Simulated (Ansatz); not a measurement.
**BaTiO$_{3}$: single-point calculation**

- system: BaTiO$_{3}$ (Pm-3m, 5 atoms in the cell)
- method: DFT PBE, scalar-relativistic, plane waves, PAW, spin-polarised (Ansatz 0.2.0)

The structure derives from an entry of the Crystallography Open Database.

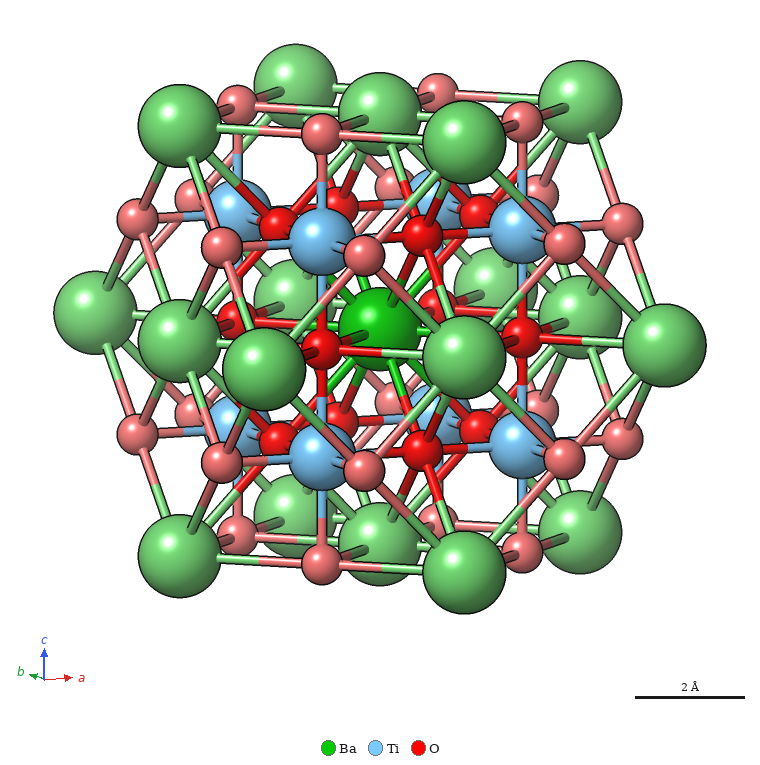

Fig. 1: The structure (ball-and-stick view of the cell of the calculation, seen slightly off an axis; neighbours outside the cell are drawn fainter). An atom can appear more than once, as a periodic image.

### Results in brief

```tsv
quantity	value
outcome	converged
space group (tolerance 0.01 Å)	Pm-3m (221)
electrons treated	40
free energy	−10159.5475 eV
Fermi energy	11.149 eV
gap on the k-point mesh	1.79 eV
net moment of the cell	0.00 μB
integrated absolute moment	0.00 μB
pressure	1.53 GPa
largest force (length of the vector)	under 0.001 eV/Å
hardware	4 threads of Intel Xeon (Granite Rapids), 32 GiB of memory available, shared host
wall time	1 s (CPU time 3 s)
peak memory	0.41 GiB
```

### Notes

Warnings of the run: some starting moments were not kept.

### The input
```yaml
crystal:
  lattice:
    - [4.0073, 0.0, 0.0]
    - [0.0, 4.0073, 0.0]
    - [0.0, 0.0, 4.0073]
  atoms:
    - { symbol: Ba, position: [0.5, 0.5, 0.5] }
    - { symbol: Ti, position: [0.0, 0.0, 0.0], spin: 1.0 }
    - { symbol: O, position: [0.5, 0.0, 0.0] }
    - { symbol: O, position: [0.0, 0.5, 0.0] }
    - { symbol: O, position: [0.0, 0.0, 0.5] }
basis:
  ecutwfc: 420
kpoints:
  mp_grid: { grid: [4, 4, 4] }
hamiltonian:
  xc: pbe
scf:
  occupations: { method: gaussian, width: 0.1 }
  lower_state_search: "off"
output:
  forces: true
  stress: true
  eigenvalues: true
  populations: true
magnetization:
  spin_polarized: true
```

Command:
```bash
ansatz run input.yaml --threads 4 --pin off --max-ram 10240MiB --backend cpu --events-out ev --progress --plain --runs-dir out
```

### Output
```
Engine: ansatz 0.2.0, x86_64-unknown-linux-gnu
Pseudopotentials: kind: paw
Pseudopotential: Ba, paw, valence charge 10, recommended cutoff 420 eV (normal), Ba.paw.azcp
Pseudopotential: Ti, paw, valence charge 12, recommended cutoff 420 eV (normal), Ti.paw.azcp
Pseudopotential: O, paw, valence charge 6, recommended cutoff 420 eV (normal), O.paw.azcp
Functional definition: PBE
  parameter kappa = 0.804
  parameter beta = 0.06672455060314922
  exchange = pbe_x(kappa = kappa, mu = beta*pi^2/3)
  correlation = pbe_c(beta = beta)
Crystal: 5 atoms, lattice volume = 64.351 Å³
Basis set: ecut = 420 eV, 1237 PW (Γ), exchange–correlation on 54×54×54 points (8 copies of the dense FFT grid, shifted against one another)
Bands: 26, of which v1, the nominal top of the filled ones, is band 20 counted from 1 (19 counted from 0)
Symmetry: 48 space group operations
Space group: Pm-3m (ITA 221), of the structure as read, at distance tolerance 4.0e-5 Å
Magnetic group: BNS 221.92 (UNI 1594), of the structure as read, at distance tolerance 4.0e-5 Å
k-points: 10 of 64
Non-local potential: Ba, projectors of the file, l = 0: 3, l = 1: 2, l = 2: 2, l = 3: 2
Non-local potential: Ti, projectors of the file, l = 0: 3, l = 1: 2, l = 2: 3, l = 3: 1
Non-local potential: O, projectors of the file, l = 0: 2, l = 1: 2, l = 2: 1
PAW form: soft (Blöchl's): semilocal exchange-correlation on the pseudo side does not see the compensation charge
PAW one-centre angular grid: Ba, 194 points (default); XC on 64 Gauss nodes
PAW one-centre angular grid: Ti, 590 points (default); XC on 64 Gauss nodes
PAW one-centre angular grid: O, 110 points (default); XC on 64 Gauss nodes
Initial density: superposition of atomic densities (chi_scale 0.1, normalization cell, long waves kept (reshape's long-wave potential 0.00 eV rms))
Starting moments: Σ|m| = 1 μB on 1 of 5 sites
Initial wavefunctions: pseudopotential atomic-orbital guess
Functional: x = pbe(κ = 0.804, μ = 0.2195149727645171), c = pbe(β = 0.06672455060314922)
SCF iter   1: F=—  HF=-10159.738596 eV  |F-HF|=—  |Δ(HF+E_count)|=         —  Δρ=4.96e-2 (↑4.96e-2 ↓2.88e-2)  dr2=1.99e0  dr2_m=5.88e-1  M=0.000 μB ∫|m|=0.217 μB  β_m=0.30  ethr=3.10e-3  ⟨swp⟩=6.8  Hψ=2691  notcnv=0
preconditioner: auto → Resta (q_TF=auto, 2.520 Å⁻¹)  ε∞=5.6  [insulator: Δε(μ)=2.026 eV  Ē_g=11.870 eV  σ=0.100 eV  W_gap=1.00  n_scr=18 (ndim 8)  ℏωp=25.4 eV  f_vac=0.000  D(μ)=0.00/eV (n_scr^D=0)  ε∞_Penn≈5.6]
spin=Collinear: Resta preconditioning applied to the charge; magnetization (m = ρ↑ − ρ↓) channel mixes plain (no charge-response kernel on spin).
SCF iter   2: F=—  HF=-10159.580359 eV  |F-HF|=—  |Δ(HF+E_count)|=   1.58e-1  Δρ=3.24e-2 (↑3.24e-2 ↓2.36e-2)  dr2=8.73e-1  dr2_m=3.00e-1  M=0.000 μB ∫|m|=0.193 μB  β_m=0.30  ethr=3.10e-3  ⟨swp⟩=2.2  Hψ=771  notcnv=0  defer=34
SCF iter   3: F=—  HF=-10159.499780 eV  |F-HF|=—  |Δ(HF+E_count)|=   8.06e-2  Δρ=2.02e-2 (↑1.39e-2 ↓2.02e-2)  dr2=1.01e-1  dr2_m=1.52e-1  M=0.000 μB ∫|m|=0.176 μB  β_m=0.30  ethr=2.18e-3  ⟨swp⟩=3.0  Hψ=951  notcnv=0  defer=35
SCF iter   4: F=—  HF=-10159.517857 eV  |F-HF|=—  |Δ(HF+E_count)|=   1.81e-2  Δρ=1.25e-2 (↑1.25e-2 ↓1.24e-2)  dr2=2.62e-2  dr2_m=8.48e-2  M=0.000 μB ∫|m|=0.134 μB  β_m=0.30  ethr=2.52e-4  ⟨swp⟩=2.0  Hψ=934  notcnv=0  defer=35
SCF iter   5: F=—  HF=-10159.533884 eV  |F-HF|=—  |Δ(HF+E_count)|=   1.60e-2  Δρ=1.11e-2 (↑6.79e-3 ↓1.11e-2)  dr2=2.11e-2  dr2_m=4.55e-2  M=0.000 μB ∫|m|=0.112 μB  β_m=0.30  ethr=6.55e-5  ⟨swp⟩=2.1  Hψ=875  notcnv=0  defer=34
SCF iter   6: F=—  HF=-10159.538669 eV  |F-HF|=—  |Δ(HF+E_count)|=   4.79e-3  Δρ=6.89e-3 (↑6.89e-3 ↓6.43e-3)  dr2=7.03e-4  dr2_m=2.58e-2  M=0.000 μB ∫|m|=0.087 μB  β_m=0.30  ethr=5.28e-5  ⟨swp⟩=2.0  Hψ=863  notcnv=0  defer=33
SCF iter   7: F=—  HF=-10159.543372 eV  |F-HF|=—  |Δ(HF+E_count)|=   4.70e-3  Δρ=5.27e-3 (↑4.60e-3 ↓5.27e-3)  dr2=4.77e-4  dr2_m=1.43e-2  M=0.000 μB ∫|m|=0.070 μB  β_m=0.30  ethr=1.76e-6  ⟨swp⟩=2.5  Hψ=949  notcnv=0  defer=33
Mixer restart at iter 7: flushing history
spin-set hold released at iteration 7 (site moments contracting): the magnetisation degrees of freedom join the quasi-Newton model from the next iteration; the mixer history was flushed
SCF iter   8: F=—  HF=-10159.545461 eV  |F-HF|=—  |Δ(HF+E_count)|=   2.09e-3  Δρ=3.72e-3 (↑3.70e-3 ↓3.72e-3)  dr2=1.20e-5  dr2_m=8.12e-3  M=0.000 μB ∫|m|=0.056 μB  β_m=0.65  ethr=1.19e-6  ⟨swp⟩=1.6  Hψ=650  notcnv=0  defer=33
SCF iter   9: F=—  HF=-10159.549084 eV  |F-HF|=—  |Δ(HF+E_count)|=   3.62e-3  Δρ=1.67e-3 (↑7.14e-4 ↓1.67e-3)  dr2=3.78e-3  dr2_m=1.39e-4  M=0.000 μB ∫|m|=0.013 μB  β_m=0.51  ethr=3.00e-8  ⟨swp⟩=3.0  Hψ=1238  notcnv=0  defer=33
SCF iter  10: F=—  HF=-10159.548467 eV  |F-HF|=—  |Δ(HF+E_count)|=   6.18e-4  Δρ=3.37e-4 (↑3.37e-4 ↓3.13e-4)  dr2=1.37e-6  dr2_m=6.20e-5  M=0.000 μB ∫|m|=0.008 μB  β_m=0.76  ethr=3.00e-8  ⟨swp⟩=3.0  Hψ=1184  notcnv=0  defer=33
SCF iter  11: F=—  HF=-10159.547448 eV  |F-HF|=—  |Δ(HF+E_count)|=   1.02e-3  Δρ=1.06e-4 (↑8.76e-5 ↓1.06e-4)  dr2=3.46e-7  dr2_m=5.40e-6  M=0.000 μB ∫|m|=0.003 μB  β_m=0.88  ethr=3.43e-9  ⟨swp⟩=3.1  Hψ=1064  notcnv=0  defer=33
iter 12 did not close the SCF: its close was put off for a magnetic moment that had not settled (scf_convergence_deferred on its scf_iter line)
SCF iter  12: F=-10159.547452 eV  HF=-10159.547452 eV  |F-HF|=4.53e-10  |Δ(HF+E_count)|=   3.61e-6  Δρ=7.07e-6 (↑7.07e-6 ↓5.98e-6)  dr2=1.43e-8  dr2_m=2.06e-8  M=0.000 μB ∫|m|=0.000 μB  β_m=0.88  ethr=2.50e-10  ⟨swp⟩=10.9  Hψ=3023  notcnv=0
iter 13 did not close the SCF: its close was put off for a magnetic moment that had not settled (scf_convergence_deferred on its scf_iter line)
SCF iter  13: F=-10159.547452 eV  HF=-10159.547452 eV  |F-HF|=2.20e-9  |Δ(HF+E_count)|=   1.67e-8  Δρ=2.33e-6 (↑1.18e-6 ↓2.33e-6)  dr2=3.96e-9  dr2_m=9.98e-10  M=0.000 μB ∫|m|=0.000 μB  β_m=0.88  ethr=3.58e-11  ⟨swp⟩=1.6  Hψ=1561  notcnv=0
iter 14 did not close the SCF: its close was put off for a magnetic moment that had not settled (scf_convergence_deferred on its scf_iter line)
SCF iter  14: F=-10159.547452 eV  HF=-10159.547452 eV  |F-HF|=2.38e-10  |Δ(HF+E_count)|=  3.84e-10  Δρ=6.32e-7 (↑6.32e-7 ↓4.13e-7)  dr2=3.83e-10  dr2_m=5.20e-11  M=0.000 μB ∫|m|=0.000 μB  β_m=0.89  ethr=9.91e-12  ⟨swp⟩=1.1  Hψ=1442  notcnv=0
SCF iter  15: F=-10159.547452 eV  HF=-10159.547452 eV  |F-HF|=3.64e-12  |Δ(HF+E_count)|=  3.64e-11  Δρ=9.04e-8 (↑9.04e-8 ↓5.34e-8)  dr2=1.30e-11  dr2_m=8.64e-13  M=0.000 μB ∫|m|=0.000 μB  ethr=1.00e-12  ⟨swp⟩=1.1  Hψ=1288  notcnv=0
WARN: the starting moments were not kept: the SCF closed with an absolute magnetisation of 9.9e-7 μB, where they sum to 1 μB in size (1 site). That is at most 0.1 of that sum. Measured as dr2_m measures the in/out step, that magnetisation stands 1.8e-13 eV from none, at or under the dr2_threshold of 1.0e-7 eV: it is no larger than a step whose dr2_m would equal this threshold. The system may hold no moment; this SCF shows only that its start led to no more than that. To try another start: raise the starting moments (crystal.atoms[].spin, magnetization.per_species, magnetization.initial_magnetization, or on a non-collinear deck that types none of these the spinor_matrix: blocks that start its atoms; where the total moment is fixed, keep their sum and leave initial_magnetization as it is; typed ones take the place of any that the run laid by itself, positive ones on a crystal's lanthanoids without a Hubbard term where scf.initial_density.shell_occupations: [] is typed) or, if the notice of its spin-set hold's release reads "site moments contracting" or "site moments show no strong build", lengthen the hold (scf.mixing.spin_hold: { on: { confirm: 4 } }; for m-r²SCAN on two components see the key's manual first). Each may lead to a state that holds a moment. A second SCF, from the converged charge density, with the starting moments and any scf.initial_density.shell_occupations laid on it anew, would have followed, and was not run: the deck does not ask for one (magnetization.retry_lost_moments is false, the default). To let it run, set magnetization.retry_lost_moments: true and run the deck again, where that key's refused combinations let it; where memory then withholds it, that run's warning says so.
SCF 1 converged in 15 iterations: F = -10159.547452 eV  dr2 = 1.30e-11
  greatest PAW one-centre occupation: 0.999 electrons in one spin orbital (limit 2), on the Ti atom at site 1 (counted from 0), in its partial waves of l = 0
```

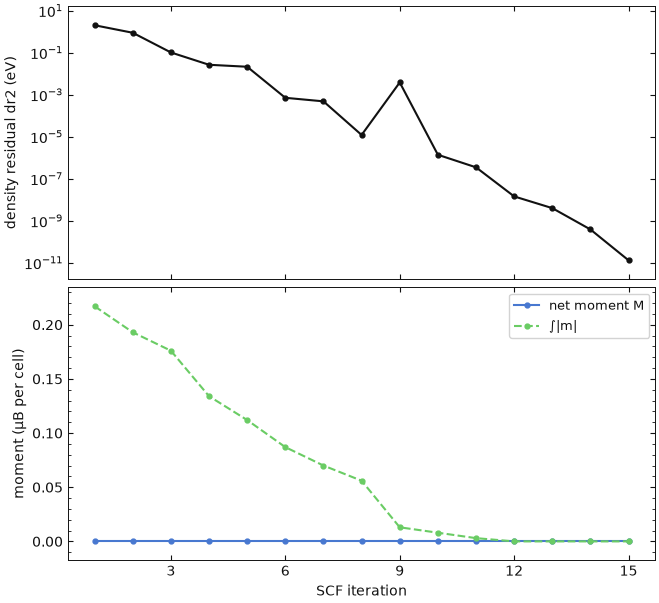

Fig. 2: Convergence of the self-consistent field: density residual dr2 and magnetic moment against the SCF iteration. The residual comes down, with one marked jump up, by a factor of about 300, at step 9. The net moment stays at 0.0 μB per cell, and ∫|m| falls to zero.

```
SCF converged after 15 iterations
Magnetization: 0.0000 μB (20.0000 up, 20.0000 down)
Absolute magnetization: 0.0000 μB (∫|ρ↑−ρ↓|, with the PAW one-centre terms)
Spin contamination: 0.0000 ħ² per cell (⟨S²⟩ above its minimum at these occupations)
Per-site moments (μB) at R_I (Å): [(1.6047971364905628e-8, 1.1688554642526514), (-2.4255413991549506e-7, 0.826505625), (1.2784729268566607e-7, 0.826505625), (1.2784729264609266e-7, 0.826505625), (1.278472927679306e-7, 0.826505625)]
Free energy (F): -10159.547452 eV
Harris-Foulkes:  -10159.547452 eV  (|F-HF|=3.64e-12)
Internal energy: -10159.547452 eV  (E = F + TS)
E sigma→0 (E₀):  -10159.547452 eV
Fermi energy:    11.149439 eV
--- Per-component energies (eV) ---
  E_band       = -142.319148
  E_kinetic    = 969.503889
  E_local      = -2097.850112  (includes V_loc(G=0)·N_el)
  E_nonlocal   = 203.355569
  E_hartree    = 818.685284
  E_xc         = -491.408000
  E_vxc        = -546.060954  (∫ρ·V_xc dr)
  E_paw        = -6744.349533  (= ΣΔE_a)
  E_vpaw       = -308.645370  (= ΣTr[D̂ρ^β])
  E_aug_tail   = 0.007341  (compensation charges beyond the density's cutoff)
  E_ewald      = -2817.491890
  E_smearing   = -0.000000  (= −TS)
  E_closure    = 0.000000  (closes the sum)
  Σ components = -10159.547452   (vs F -10159.547452, Δ=0.00e0)
--- Forces (eV/Å), atoms counted from 1 ---
  atom   1  Ba     0.00000000    -0.00000000    -0.00000000
  atom   2  Ti    -0.00000000     0.00000000     0.00000000
  atom   3  O     -0.00000000    -0.00000000     0.00000000
  atom   4  O      0.00000000     0.00000000    -0.00000000
  atom   5  O      0.00000000     0.00000000     0.00000000
  max |Σ_I F_I| component: 2.31e-29 eV/Å
--- Stress (GPa, compression-positive) ---
        1.528486       0.000000       0.000000
        0.000000       1.528486       0.000000
        0.000000       0.000000       1.528486
  P = ⅓ Tr σ = 1.5285 GPa (15.285 kbar)
--- Band table (eV; the first three rows and the last of 20) ---
  k-point 0 ↑: bands = ["-46.3286", "-22.5459", "-22.5459", "-22.5459", "-14.3865", "-6.5775", "-5.9075", "-5.9075", "0.4207", "0.4207", "0.4207", "7.9932", "7.9932", "7.9932", "9.1536", "9.1536", "9.1536", "10.1473", "10.1473", "10.1473", "12.0420", "12.0420", "12.0420", "14.1815", "14.1815", "15.4261"]
  k-point 1 ↑: bands = ["-46.3282", "-22.5712", "-22.5449", "-22.5449", "-14.3275", "-6.6477", "-5.8914", "-5.8133", "0.5037", "0.5037", "0.6267", "7.1283", "7.8158", "7.8158", "8.6848", "8.6848", "8.7486", "9.0641", "9.8212", "9.8212", "12.1037", "12.9854", "12.9854", "14.1840", "15.3882", "16.3830"]
  k-point 2 ↑: bands = ["-46.3278", "-22.5963", "-22.5439", "-22.5439", "-14.2668", "-6.8006", "-5.8752", "-5.6098", "0.5912", "0.5912", "0.8285", "6.3027", "7.5395", "7.5395", "8.3637", "8.4069", "8.4506", "8.4506", "9.5839", "9.5839", "12.1679", "13.7529", "13.7529", "14.1862", "16.1883", "17.4388"]
  k-point 9 ↓: bands = ["-46.3262", "-22.5905", "-22.5905", "-22.5905", "-14.1241", "-5.6728", "-5.6728", "-5.6728", "-0.2904", "-0.2904", "-0.2904", "5.8183", "6.4602", "6.4602", "7.9149", "7.9149", "7.9149", "10.2568", "10.2568", "10.2568", "14.4261", "14.4261", "14.4261", "17.0764", "17.0764", "17.0764"]
--- Löwdin populations: 5 sites ---
  site symbol       q [e]    m [muB]
     0     Ba      8.2270     0.0000
     1     Ti     10.7764    -0.0000
     2      O      6.8798     0.0000
     3      O      6.8798     0.0000
     4      O      6.8798     0.0000
  spilling = 0.008927 (of n_electrons = 40.000000)
```

### File populations.tsv
```
# site	symbol	l	j	q_up	q_dn
# orbitals = lowdin
# n_electrons = 40.000000
# spilling = 0.008927
0	Ba	0_5S	-	0.961932	0.961932
0	Ba	0_6S	-	0.176920	0.176920
0	Ba	1_5P	-	2.974657	2.974657
1	Ti	0_3S	-	0.955168	0.955168
1	Ti	0_4S	-	0.249921	0.249921
1	Ti	1_3P	-	2.994073	2.994073
1	Ti	2_3D	-	1.189054	1.189054
2	O	0_2S	-	0.899487	0.899487
2	O	1_2P	-	2.540428	2.540428
3	O	0_2S	-	0.899487	0.899487
3	O	1_2P	-	2.540428	2.540428
4	O	0_2S	-	0.899487	0.899487
4	O	1_2P	-	2.540428	2.540428
```

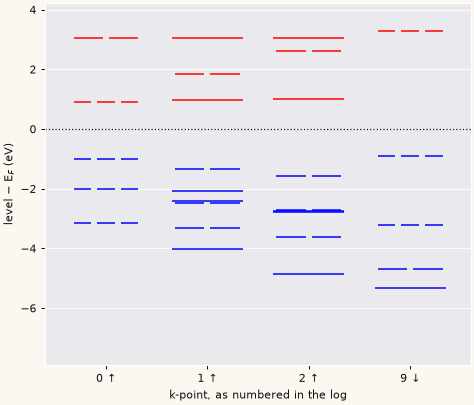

Fig. 3: Kohn–Sham levels near the Fermi level (dotted) at the few k-points that the log prints; levels within 0.02 eV of each other stand side by side. Among these points the highest filled and lowest empty levels are 1.79 eV apart, which is the gap on the mesh.
